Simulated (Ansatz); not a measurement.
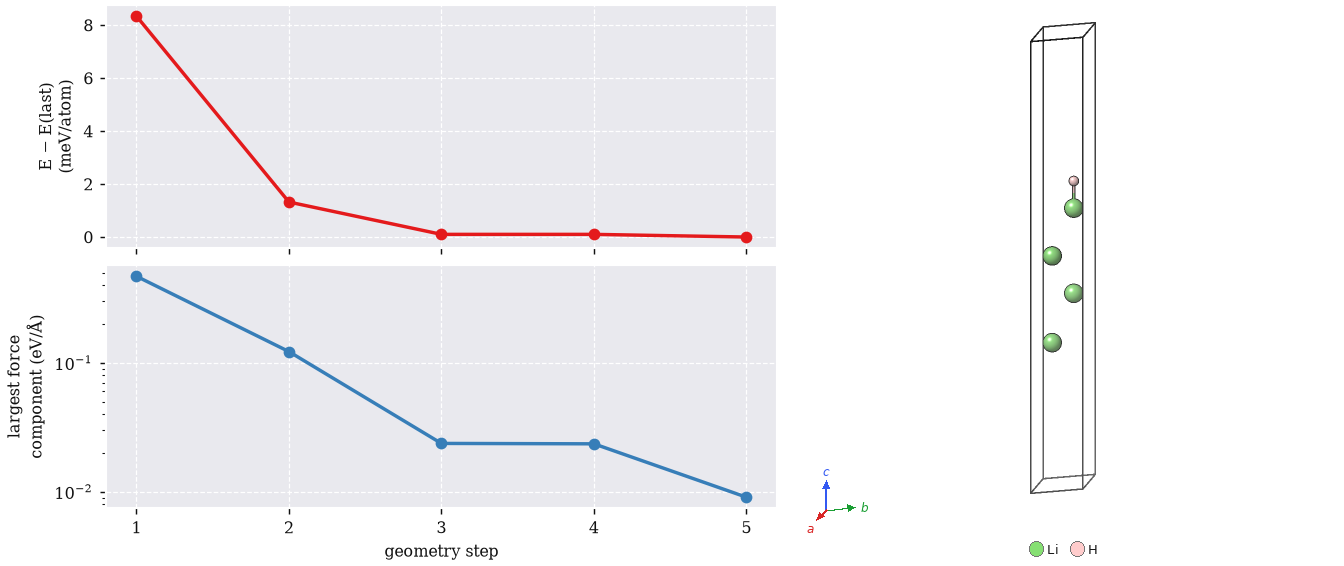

Beside the plot: the structure at the start.

History of a geometry optimisation. Only the atoms move.

System: Li4H (slab, 5 atoms in the cell).
Method: DFT r2SCAN, scalar-relativistic, plane waves, PAW in Ansatz 0.2.0; cutoff 500 eV, 9×9×1 k-mesh, Gaussian smearing of 0.1 eV.

Q: How did it end, and what did it gain?

A: The optimisation met its thresholds at geometry 5, counting the start as the first. The energy fell by about 8.3 meV/atom from the first step to the last. The largest force component goes from about 0.47 eV/Å at the start to 9 × 10⁻³ eV/Å at the end.
